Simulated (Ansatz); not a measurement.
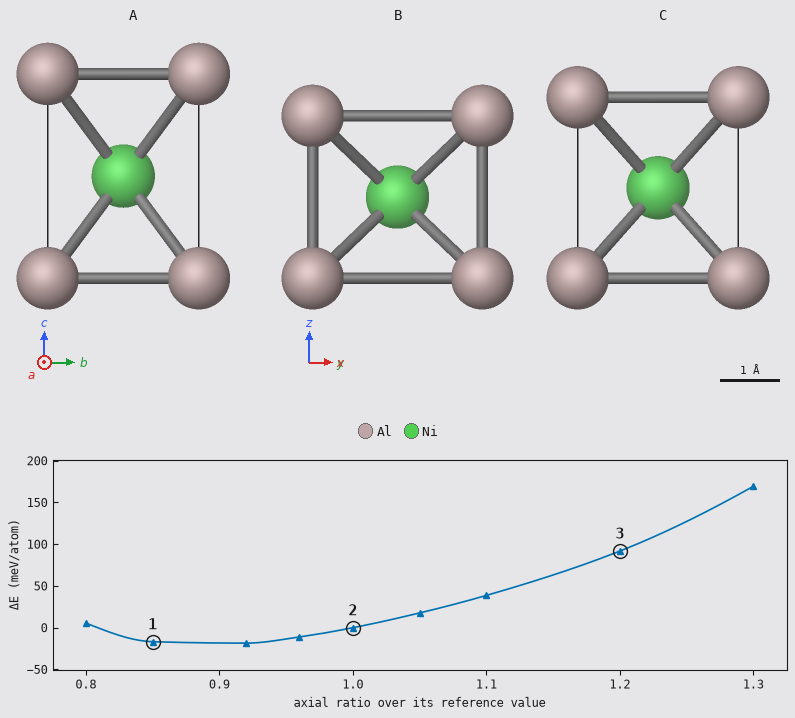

A scan of solid AlNi (Cmmm): the ratio of the cell's length along z to its lengths across, counted as 1 for the reference, is changed at fixed volume (a c/a path), with the atoms kept at their fractional coordinates. x, y and z are the Cartesian axes of the input. The frames are shuffled; the numbered points of the plot belong to them. Style: ball-and-stick. Shown: the cell of the calculation, along the a axis.

The calculation used DFT PBEsol, scalar-relativistic, plane waves, PAW (Ansatz). (plane-wave cutoff 420 eV; k-point mesh 20 × 20 × 18; occupations gaussian; smearing width 0.15 eV; no spin polarisation). Energies (free energies at the smearing named) are counted from the cell as listed in its source, which wasn't relaxed.

> Match the frames to the points.

Point 1 is frame B (the relative ratio 0.85, −16.8 meV/atom); 2 is frame C (the relative ratio 1.00, 0.0 meV/atom); 3 is frame A (the relative ratio 1.20, 91.8 meV/atom). Of the computed points the lowest is at the relative ratio 0.92, −18.5 meV/atom. At the ends of the scan the energy is 5.5 meV/atom (0.80) and 169.4 meV/atom (1.30). The distortion keeps the space group Cmmm. At the relative ratio 1.30 the cell of the drawing goes a 2.752 → 2.522 Å, b 2.752 → 2.522 Å, c 3.099 → 3.692 Å.
